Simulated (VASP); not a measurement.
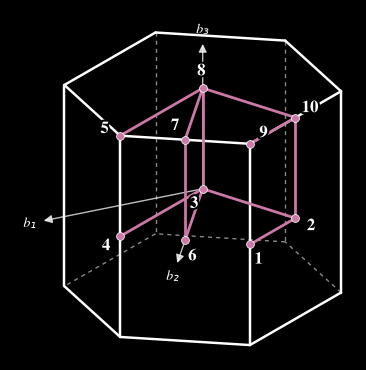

The first Brillouin zone of a base-centred orthorhombic lattice (oC; extended symbol oC1) is drawn with its special points numbered. Crystal: Ge, a cell listed in the Materials Project, as set up for an electronic-structure calculation. Geometry calculated from the standardised cell; symmetry tolerance 0.002 Å.

a = 2.794 Å, b = 5.201 Å, c = 2.698 Å, α = 90.00°, β = 90.00°, γ = 90.00°.

Labels and path follow the convention of Hinuma et al. (2017), as computed by seekpath; the arrows show the directions of the reciprocal primitive vectors b₁, b₂, b₃, in which coordinates are given.

Question: Which special point is each number?

Answer:
| no. | label | coordinates |
| --- | --- | --- |
| 1 | C₀ | (−0.322, 0.678, 0) |
| 2 | Y | (−1/2, 1/2, 0) |
| 3 | Γ | (0, 0, 0) |
| 4 | Σ₀ | (0.322, 0.322, 0) |
| 5 | A₀ | (0.322, 0.322, 1/2) |
| 6 | S | (0, 1/2, 0) |
| 7 | R | (0, 1/2, 1/2) |
| 8 | Z | (0, 0, 1/2) |
| 9 | E₀ | (−0.322, 0.678, 1/2) |
| 10 | T | (−1/2, 1/2, 1/2) |
